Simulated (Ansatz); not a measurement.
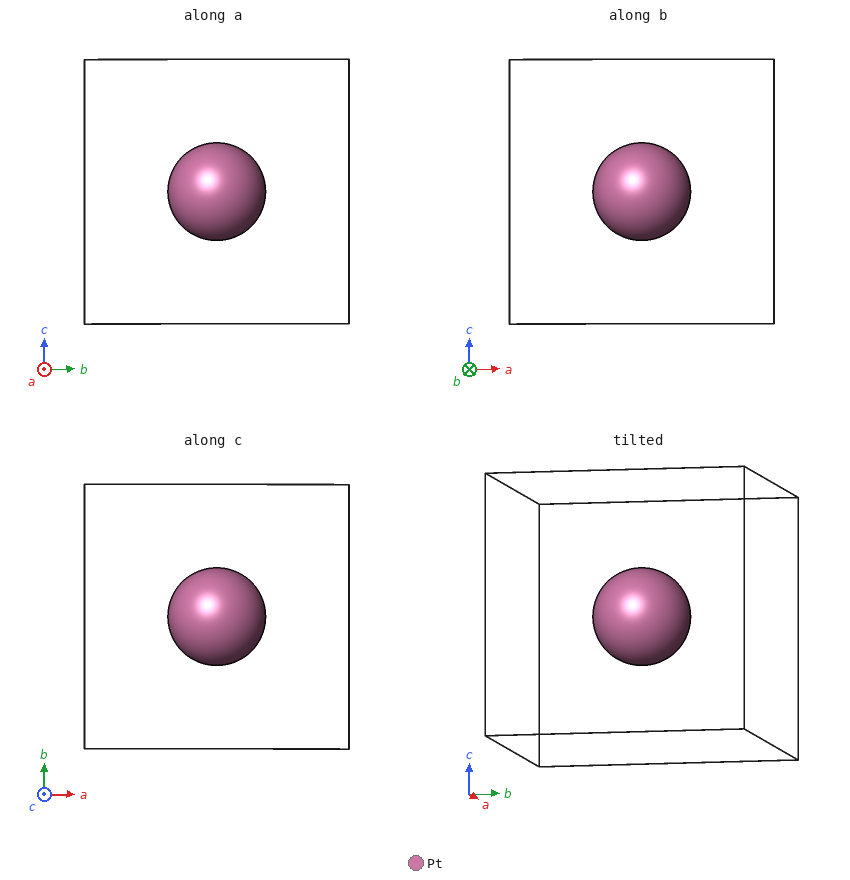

A ball-and-stick picture of a crystal structure, seen along the a axis, along the b axis, along the c axis and slightly off an axis. The edges of the unit cell are marked.

Lattice parameters: a = 2.604 Å, b = 2.604 Å, c = 2.604 Å, α = 89.92°, β = 89.92°, γ = 90.08°. Put a along x and b in the xy plane.

> Convert the drawing into a POSCAR file.

```
Pt
1.0
     2.604    0.000    0.000
    -0.004    2.604    0.000
     0.004    0.004    2.604
Pt
1
Direct
  0.5000 0.5000 0.5000
```

Its origin is a structure type filled with this element by a generator (whether the element takes this form wasn't checked). The structure drawn was relaxed with Ansatz, DFT r2SCAN, scalar-relativistic, plane waves, PAW.
